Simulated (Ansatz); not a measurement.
**NaH: one change and its effect**

System: NaH (4 atoms in the cell).
Method of run A: DFT, PBE, plane waves, PAW, no spin polarisation (Ansatz 0.2.0).

The structure was built on a prototype by a generator. The geometry comes from this level: r2SCAN. Text and figures count atoms from 1; the logs count them from 0 in places.

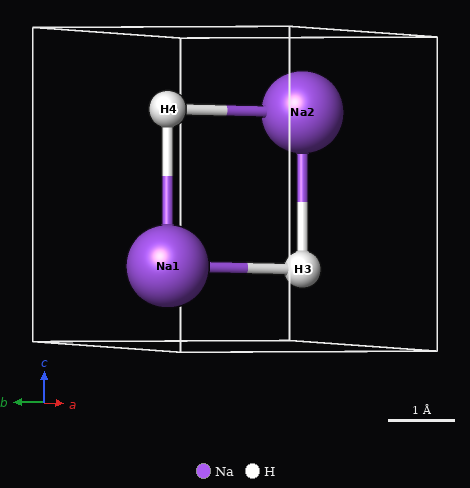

Figure 1. The structure as given in the input (ball-and-stick view of the cell of the calculation, seen at an oblique angle; atoms are numbered from 1 in the order of the input). Near neighbours in the crystal (not all of them lie inside the picture): Na has 5 H at 2.28 to 2.41 Å; H has 5 Na at 2.28 to 2.41 Å.

### The input, run A
```yaml
crystal:
  lattice:
    - [3.9533072863, 0.0, 0.0]
    - [-1.9766536431, 3.4236645389, 0.0]
    - [0.0, 0.0, 4.8283237758]
  atoms:
    - { symbol: Na, position: [0.3333333333, 0.6666666667, 0.25] }
    - { symbol: Na, position: [0.6666666667, 0.3333333333, 0.75] }
    - { symbol: H, position: [0.6666666667, 0.3333333333, 0.25] }
    - { symbol: H, position: [0.3333333333, 0.6666666667, 0.75] }
kpoints:
  mp_grid: { grid: [6, 6, 4] }
hamiltonian:
  xc: pbe
scf:
  occupations: { method: fixed }
  n_extra_bands: 5
output:
  forces: true
  stress: true
  eigenvalues: true
```

Launched with:
```bash
ansatz run input.yaml --threads 4 --pin off --max-ram 3686MiB --backend cpu --events-out ev --progress --plain --runs-dir out
```

Hardware: 4 threads of Arm Neoverse N1, 98 GiB of memory available, shared host.

### Output, shortened to warnings, some set-up lines, iterations and results (run A)
```
Basis set: ecut = 420 eV, 1289 PW (Γ), exchange–correlation on 54×54×72 points (8 copies of the dense FFT grid, shifted against one another)
Symmetry: 24 space group operations
k-points: 21 of 144
Initial density: superposition of atomic densities (neutral atoms: chi_scale 0, normalization atom), corrected by the library's trained network
[...]
SCF iter   1: F=—  HF=-3005.259683 eV  |F-HF|=—  |Δ(HF+E_count)|=         —  Δρ=9.83e-4  dr2=8.46e-4  ethr=1.77e-3  ⟨swp⟩=3.7  Hψ=1230  notcnv=0  defer=55
SCF iter   2: F=—  HF=-3005.259040 eV  |F-HF|=—  |Δ(HF+E_count)|=   6.42e-4  Δρ=3.82e-4  dr2=7.86e-5  ethr=4.23e-6  ⟨swp⟩=2.7  Hψ=760  notcnv=0  defer=61
SCF iter   3: F=—  HF=-3005.259425 eV  |F-HF|=—  |Δ(HF+E_count)|=   3.85e-4  Δρ=1.61e-4  dr2=1.56e-5  ethr=3.93e-7  ⟨swp⟩=2.9  Hψ=496  notcnv=0  defer=61
SCF iter   4: F=—  HF=-3005.259466 eV  |F-HF|=—  |Δ(HF+E_count)|=   4.05e-5  Δρ=2.48e-5  dr2=4.36e-7  ethr=7.78e-8  ⟨swp⟩=2.0  Hψ=369  notcnv=0  defer=61
SCF iter   5: F=-3005.259466 eV  HF=-3005.259466 eV  |F-HF|=8.47e-9  |Δ(HF+E_count)|=   2.02e-7  Δρ=7.39e-6  dr2=3.26e-8  ethr=2.18e-9  ⟨swp⟩=2.2  Hψ=466  notcnv=0  defer=62
SCF iter   6: F=-3005.259466 eV  HF=-3005.259466 eV  |F-HF|=7.28e-12  |Δ(HF+E_count)|=   1.60e-8  Δρ=8.01e-7  dr2=2.63e-10  ethr=1.63e-10  ⟨swp⟩=6.3  Hψ=1517  notcnv=0
SCF 1 converged in 6 iterations: F = -3005.259466 eV  dr2 = 2.63e-10
SCF converged after 6 iterations
Free energy (F): -3005.259466 eV
Harris-Foulkes:  -3005.259466 eV  (|F-HF|=7.28e-12)
Internal energy: -3005.259466 eV  (E = F + TS)
E sigma→0 (E₀):  -3005.259466 eV
Fermi energy:    0.251400 eV
--- Per-component energies (eV) ---
  E_band       = -468.169723
  E_kinetic    = 268.441932
  E_local      = -2799.422635  (includes V_loc(G=0)·N_el)
  E_nonlocal   = 233.182339
  E_hartree    = 1017.001126
  E_xc         = -96.299346
  E_vxc        = -123.829641  (∫ρ·V_xc dr)
  E_paw        = -527.127243  (= ΣΔE_a)
  E_vpaw       = -80.541649  (= ΣTr[D̂ρ^β])
  E_aug_tail   = -0.002594  (compensation charges beyond the density's cutoff)
  E_ewald      = -1101.033046
  E_smearing   = -0.000000  (= −TS)
  E_closure    = 0.000000  (closes the sum)
  Σ components = -3005.259466   (vs F -3005.259466, Δ=0.00e0)
--- Forces (eV/Å), atoms counted from 1 ---
  atom   1  Na    -0.00000000     0.00000000     0.00000000
  atom   2  Na     0.00000000    -0.00000000     0.00000000
  atom   3  H      0.00000000    -0.00000000     0.00000000
  atom   4  H     -0.00000000     0.00000000     0.00000000
  max |Σ_I F_I| component: 7.23e-20 eV/Å
--- Stress (GPa, compression-positive) ---
        0.336550      -0.000000       0.000000
       -0.000000       0.336550       0.000000
        0.000000       0.000000       0.450187
  P = ⅓ Tr σ = 0.3744 GPa (3.744 kbar)
```

Run B used a changed input.

### The two runs side by side

| quantity | run A | run B |
| --- | --- | --- |
| outcome | converged | converged |
| free energy per atom (eV) | −751.3149 | −751.3160 |
| gap on the mesh (eV) | 3.33 | 3.33 |
| pressure (GPa) | 0.37 | 0.37 |
| largest force (eV/Å) | 0.000 | 0.000 |
| SCF iterations | 6 | 6 |
| irreducible k-points | 21 | 21 |
| plane waves at Γ | 1289 | 4055 |
| wall time (shared host) | 0.77 s | 1.5 s |

Which change of the input explains these differences?

The change (lines with − go, lines with + come):
```diff
+basis:
+  ecutwfc: 900
```

The free energy of run B is 1.2 meV per atom lower, which measures how much it depends on this numerical setting. More plane waves can only lower the energy of a fixed Hamiltonian, so the higher cutoff gives the lower value. The number of SCF iterations is the same. The plane waves at Γ go from 1289 to 4055.

### Output, shortened to warnings, some set-up lines, iterations and results (run B)
```
Basis set: ecut = 900 eV, 4055 PW (Γ), exchange–correlation on 80×80×96 points (8 copies of the dense FFT grid, shifted against one another)
Symmetry: 24 space group operations
k-points: 21 of 144
Initial density: superposition of atomic densities (neutral atoms: chi_scale 0, normalization atom), corrected by the library's trained network
[...]
SCF iter   1: F=—  HF=-3005.264617 eV  |F-HF|=—  |Δ(HF+E_count)|=         —  Δρ=1.11e-3  dr2=8.53e-4  ethr=1.77e-3  ⟨swp⟩=3.9  Hψ=1247  notcnv=0  defer=54
SCF iter   2: F=—  HF=-3005.263959 eV  |F-HF|=—  |Δ(HF+E_count)|=   6.58e-4  Δρ=4.21e-4  dr2=8.09e-5  ethr=4.26e-6  ⟨swp⟩=2.3  Hψ=739  notcnv=0  defer=61
SCF iter   3: F=—  HF=-3005.264105 eV  |F-HF|=—  |Δ(HF+E_count)|=   1.45e-4  Δρ=1.67e-4  dr2=1.41e-5  ethr=4.05e-7  ⟨swp⟩=3.0  Hψ=514  notcnv=0  defer=61
SCF iter   4: F=—  HF=-3005.264138 eV  |F-HF|=—  |Δ(HF+E_count)|=   3.39e-5  Δρ=2.72e-5  dr2=4.94e-7  ethr=7.04e-8  ⟨swp⟩=2.0  Hψ=366  notcnv=0  defer=61
SCF iter   5: F=-3005.264139 eV  HF=-3005.264139 eV  |F-HF|=7.61e-9  |Δ(HF+E_count)|=   5.25e-7  Δρ=5.60e-6  dr2=2.01e-8  ethr=2.47e-9  ⟨swp⟩=2.3  Hψ=462  notcnv=0  defer=61
SCF iter   6: F=-3005.264139 eV  HF=-3005.264139 eV  |F-HF|=1.34e-10  |Δ(HF+E_count)|=   1.27e-8  Δρ=8.15e-7  dr2=3.35e-10  ethr=1.00e-10  ⟨swp⟩=6.1  Hψ=1523  notcnv=0
SCF 1 converged in 6 iterations: F = -3005.264139 eV  dr2 = 3.35e-10
SCF converged after 6 iterations
Free energy (F): -3005.264139 eV
Harris-Foulkes:  -3005.264139 eV  (|F-HF|=1.34e-10)
Internal energy: -3005.264139 eV  (E = F + TS)
E sigma→0 (E₀):  -3005.264139 eV
Fermi energy:    0.251319 eV
--- Per-component energies (eV) ---
  E_band       = -468.198324
  E_kinetic    = 268.468198
  E_local      = -2799.430173  (includes V_loc(G=0)·N_el)
  E_nonlocal   = 233.185916
  E_hartree    = 1016.990472
  E_xc         = -96.302330
  E_vxc        = -123.832521  (∫ρ·V_xc dr)
  E_paw        = -527.143180  (= ΣΔE_a)
  E_vpaw       = -80.570977  (= ΣTr[D̂ρ^β])
  E_aug_tail   = 0.000003  (compensation charges beyond the density's cutoff)
  E_ewald      = -1101.033046
  E_smearing   = -0.000000  (= −TS)
  E_closure    = -0.000000  (closes the sum)
  Σ components = -3005.264139   (vs F -3005.264139, Δ=0.00e0)
--- Forces (eV/Å), atoms counted from 1 ---
  atom   1  Na    -0.00000000     0.00000000     0.00000000
  atom   2  Na     0.00000000    -0.00000000     0.00000000
  atom   3  H      0.00000000    -0.00000000     0.00000000
  atom   4  H     -0.00000000     0.00000000     0.00000000
  max |Σ_I F_I| component: 6.94e-18 eV/Å
--- Stress (GPa, compression-positive) ---
        0.336835      -0.000000       0.000000
       -0.000000       0.336835       0.000000
        0.000000       0.000000       0.451180
  P = ⅓ Tr σ = 0.3749 GPa (3.749 kbar)
```
